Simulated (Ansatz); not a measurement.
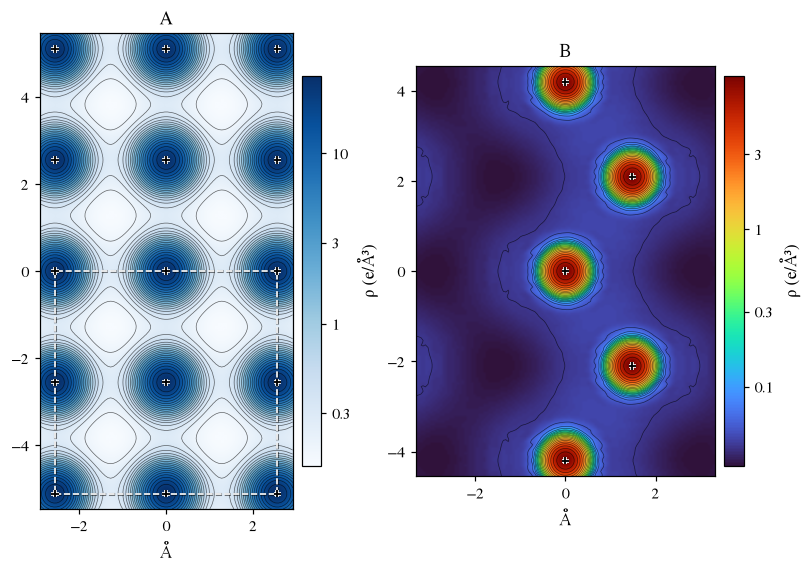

The valence pseudo-density of 2 systems, each on a plane through atoms (crosses mark nuclei in the plane).

The calculation used DFT, r2SCAN0, plane waves (500 eV) with PAW, scalar-relativistic in Ansatz 0.2.0.

System 1: Li, the (101) plane of the conventional cell. Space group Fd-3m; set up as Li, diamond; a generated structure, not necessarily the stable one.

```
CELL_PARAMETERS angstrom
5.93782 0.00000 0.00000
0.00000 5.93782 0.00000
0.00000 0.00000 5.93782
ATOMIC_POSITIONS crystal
Li 0.75000 0.25000 0.25000
Li 0.25000 0.75000 0.25000
Li 0.25000 0.25000 0.75000
Li 0.75000 0.75000 0.75000
Li 0.50000 0.00000 0.00000
Li 0.00000 0.50000 0.00000
Li 0.00000 0.00000 0.50000
Li 0.50000 0.50000 0.50000
```

System 2: Mn, the (010) plane of the cell of the magnetic structure. Space group Pm-3m; set up as Mn, simple cubic; a generated structure, not necessarily the stable one; spin-polarised.

```
Mn
1.0
     5.10874    0.00000    0.00000
     0.00000    5.10874    0.00000
     0.00000    0.00000    5.10874
Mn
8
Direct
  0.00000 0.00000 0.00000
  0.50000 0.50000 0.00000
  0.50000 0.00000 0.50000
  0.00000 0.50000 0.50000
  0.50000 0.00000 0.00000
  0.00000 0.50000 0.00000
  0.00000 0.00000 0.50000
  0.50000 0.50000 0.50000
```

**Match each panel to its system.**

Panel A is system 2, Mn: the plane holds Mn. Mn–Mn (2.55 Å): the density is about 0.28 e/Å³ at the midpoint. Panel B is system 1, Li: the plane holds Li. Li–Li (2.57 Å): the density is about 0.05 e/Å³ at the midpoint.
